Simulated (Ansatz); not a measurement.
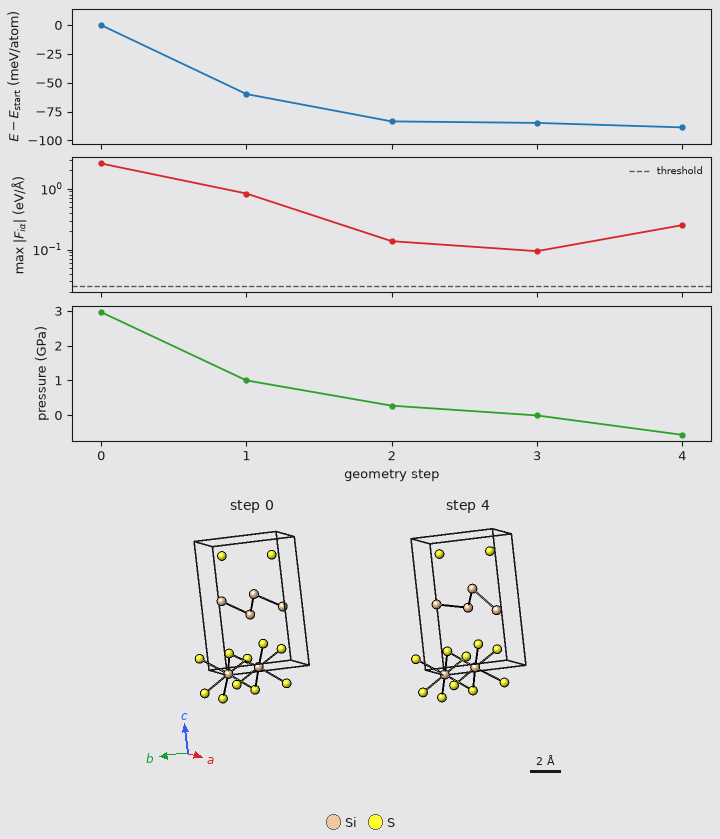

First and last geometry of a relaxation of crystalline Si₃S₂ (a generated structure, set up in P1) (coarse preliminary run), with the history of the run. Style: ball-and-stick. Shown: the cell of the calculation, reduced to other axes, from a free direction. Lengths and directions refer to the drawn axes.

Method: Ansatz 0.2.0, DFT PBE, scalar-relativistic, plane waves, PAW.

The input:
```yaml
crystal:
  lattice:
    - [1.7261524648, 2.9432158049, -0.0111787077]
    - [-5.2363473948, 2.9766386123, -0.0237841468]
    - [0.0262485171, -2.0112958718, 9.1483621793]
  atoms:
    - { symbol: Si, position: [0.4727104578, 0.5081799146, -0.007023076] }
    - { symbol: Si, position: [0.0239123095, -0.0207186483, -0.0081365288] }
    - { symbol: Si, position: [0.3276766372, 0.0753393351, 0.5677812921] }
    - { symbol: Si, position: [0.7890275315, 0.5921815597, 0.5681219823] }
    - { symbol: Si, position: [0.2032674247, 0.4050311959, 0.4454062887] }
    - { symbol: Si, position: [0.7101965778, 0.9088336641, 0.4421236878] }
    - { symbol: S, position: [0.5437190077, 0.2109244717, 0.1403558497] }
    - { symbol: S, position: [0.0701714563, 0.6987998761, 0.133326877] }
    - { symbol: S, position: [0.9300116231, 0.2941572232, 0.851771291] }
    - { symbol: S, position: [0.4293069744, 0.8272714079, 0.8662723362] }
basis:
  ecutwfc: 420
kpoints:
  mp_grid: { grid: [6, 4, 6] }
hamiltonian:
  xc: pbe
scf:
  occupations: { method: gaussian, width: 0.2 }
  lower_state_search: "off"
output:
  forces: true
  stress: true
  eigenvalues: true
relax:
  adjacent_minimum: "off"
  f_tol: 0.025
  max_steps: 60
  cell: { stress_tol: 0.25 }
```

Run as
```bash
ansatz run input.yaml --threads 1 --pin off --max-ram 2560MiB --backend cpu --events-out ev --progress --plain --runs-dir out
```

> Read the history and describe the run.

The run was cut off at its time limit before the relaxation converged, so the last structure is only a point on the way. Over 4 geometry steps the energy falls by 88.7 meV per atom. The largest force component goes from 2.6 to 0.25 eV/Å. The pressure goes from 2.97 to −0.57 GPa. The largest move relative to the cell is that of Si3, 0.42 Å roughly along [2 2 −1]. By element the largest moves are Si 0.42 Å, S 0.19 Å. Cell: a 3.412 → 3.464 Å (+1.5 %), b 6.023 → 5.967 Å (−0.9 %), c 9.350 → 9.534 Å (+2.0 %), α 83.3° → 83.7°, γ 89.2° → 90.2°. Volume +2.6 %. Some distances before and after: Si2–S7 2.654 → 2.352 Å, Si2–S10 2.130 → 2.393 Å, Si3–Si6 2.107 → 2.297 Å, Si2–S8 2.251 → 2.380 Å. Bond angles that change, for instance: Si5–Si4–Si6 96.4° → 112.5°, Si3–Si6–Si4 93.2° → 108.4°, Si5–Si3–Si6 100.4° → 86.1°. The space group stays P1 (No. 1). The run took 9.2 min on 1 thread of AMD EPYC (Zen 3), on a shared host, peak memory 0.66 GiB.

| step | E − E(0), meV/atom | largest force component, eV/Å | pressure, GPa | volume, Å³/atom |
| --- | --- | --- | --- | --- |
| 0 | 0.00 | 2.5919 | 2.97 | 18.780 |
| 1 | -59.75 | 0.8328 | 1.00 | 18.632 |
| 2 | -83.45 | 0.1374 | 0.27 | 18.830 |
| 3 | -84.77 | 0.0942 | -0.01 | 18.991 |
| 4 | -88.65 | 0.2517 | -0.57 | 19.268 |
